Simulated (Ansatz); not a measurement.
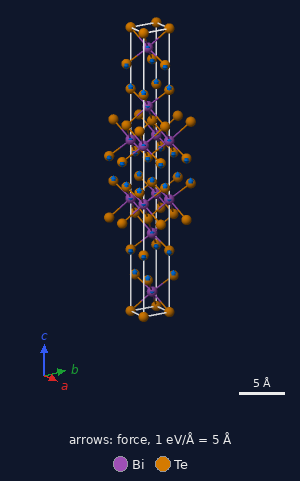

Starting geometry of solid Bi2Te3 (set up in R-3m) with the computed forces as blue arrows. Style: ball-and-stick. Shown: the conventional cell (3 times the calculation's cell), slightly off an axis. Lengths and directions refer to the drawn axes.

Level of theory: DFT, PBE, plane-wave PAW, default files, scalar-relativistic (Ansatz). (plane-wave cutoff 420 eV; k-point mesh 9 × 9 × 9; occupations fermi dirac; smearing width 0.01 eV; no spin polarisation; atoms relaxed in a fixed cell; force threshold 0.02 eV/Å; at most 60 steps)

### What follows when this structure is relaxed?

It isn't relaxed: the largest force vector, on Te atoms, is 0.13 eV/Å. The final displacements follow the starting forces only in part (cosine between the two patterns 0.70). Over 1 accepted move (2 points after the start) the energy falls by 4.1 meV per cell of the calculation. Largest force component: 0.13 eV/Å at the start, 0.0039 eV/Å at the end. The line search rejected the trial step at point 1 of the run. The largest moves, 0.040 Å, are those of Te atoms. Largest moves by element: Te 0.040 Å, Bi 0.018 Å. The lattice vectors keep their values. Near-neighbour distances that change, for instance: Bi–Te 3.071 → 3.084 Å, Bi–Te 3.271 → 3.283 Å. The space group stays R-3m (No. 166). The run took 3.5 min on 1 thread of Arm Neoverse N1 (shared host), peak memory 0.86 GiB.
